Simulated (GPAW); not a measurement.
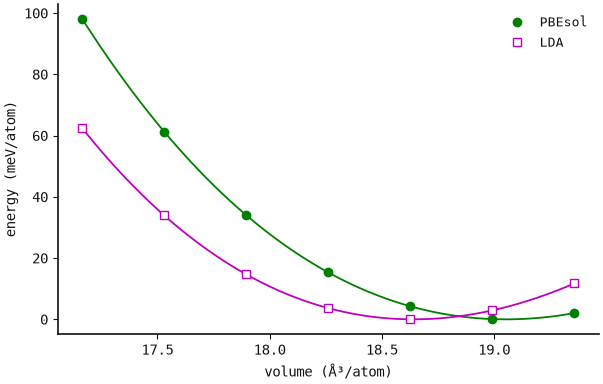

Energy against volume, with one curve for each functional, for PtS₂ (space group P-3m1).

Settings that differ: PBEsol: k mesh 9×9×5, potentials PAW-data-sets-made-by gpaw-setup-for-the-functional; LDA: k mesh 7×7×4, potentials GPAW-PAW-data-sets-(gpaw-data-1.2.1).

The fitted equilibrium volumes, smallest first, are LDA 18.640, PBEsol 19.052 Å³/atom. The fitted bulk moduli, smallest first, are PBEsol 137.7, LDA 146.3 GPa.

Computed with GPAW 26.7.0: PAW DFT in plane waves, on a grid or in atomic orbitals, no spin polarisation; energies at scaled volumes of the given cell, shape and fractions fixed, counted from the fit's minimum, third-order Birch-Murnaghan fit. All runs: no spin polarisation.

occupations Fermi–Dirac; smearing width 0.05 eV; wave cutoff 600 eV.

Note: spin-orbit coupling left out, heavy elements; shape and atomic fractions are frozen while scaling, which makes layered, chain and framework solids too stiff.
